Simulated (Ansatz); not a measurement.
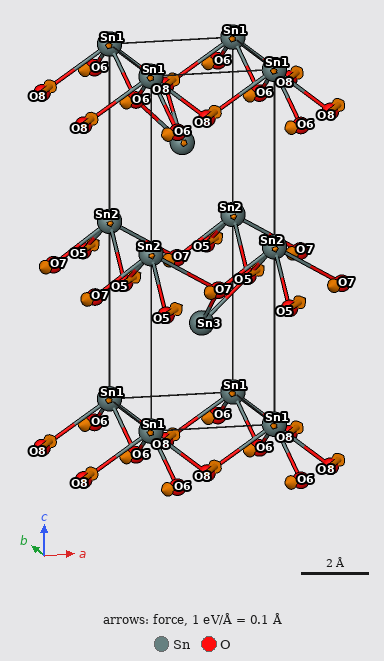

Starting geometry of crystalline SnO (built on the database_36 type) (coarse preliminary run) with the computed forces as orange arrows. Style: ball-and-stick. Shown: the cell of the calculation, slightly off an axis.

Case: structure reported for this formula (Cmc2_1, No. 36).

Method: Ansatz 0.2.0, DFT r2SCAN, scalar-relativistic, plane waves, PAW. (plane-wave cutoff 500 eV; k-point mesh 4 × 4 × 2; occupations gaussian; smearing width 0.1 eV; no spin polarisation; cell and atoms relaxed; force threshold 0.04 eV/Å; at most 70 steps)

Is this structure relaxed? If not, where do the atoms go?

Answer. It isn't relaxed: the largest force vector, on O atoms, is 9.37 eV/Å. The atoms end up moving mostly along the starting forces (cosine between the two patterns 0.90). The largest moves relative to the cell, 0.38 Å, are those of O atoms. By element the largest moves are O 0.38 Å, Sn 0.33 Å. The volume changes by −10.0 %, with a = b 3.799 → 3.808 Å (+0.2 %), c 11.120 → 9.872 Å (−11.2 %), γ 97.7° → 90.0°. Some distances before and after: O–O 1.800 → 2.692 Å, O–Sn 2.765 → 2.223 Å, O–Sn 2.527 → 2.223 Å, O–Sn 1.992 → 2.223 Å. New bonds form: O–Sn (2.77 → 2.22 Å). Bond angles that change, for instance: Sn–O–Sn 127.7° → 105.5°, Sn–O–Sn 108.3° → 117.8°, O–Sn–O 108.3° → 117.8°. The space group (tolerance 0.01 Å) goes from Cmc2_1 (No. 36) to Cmce (No. 64). After 5 accepted moves (6 points after the start) the energy has fallen by 1027 meV per atom. The largest force component goes from 9.3 to 0.0082 eV/Å. Pressure: 7.06 GPa at the start and 0.04 GPa at the end. The SCF was repeated once at an unchanged geometry on a basis and grid sized afresh for the cell, which shifted the energy by 0.5 meV per atom at most. The run took 85 s on 4 threads of Arm Neoverse N1, with other jobs on the host, peak memory 0.78 GiB.
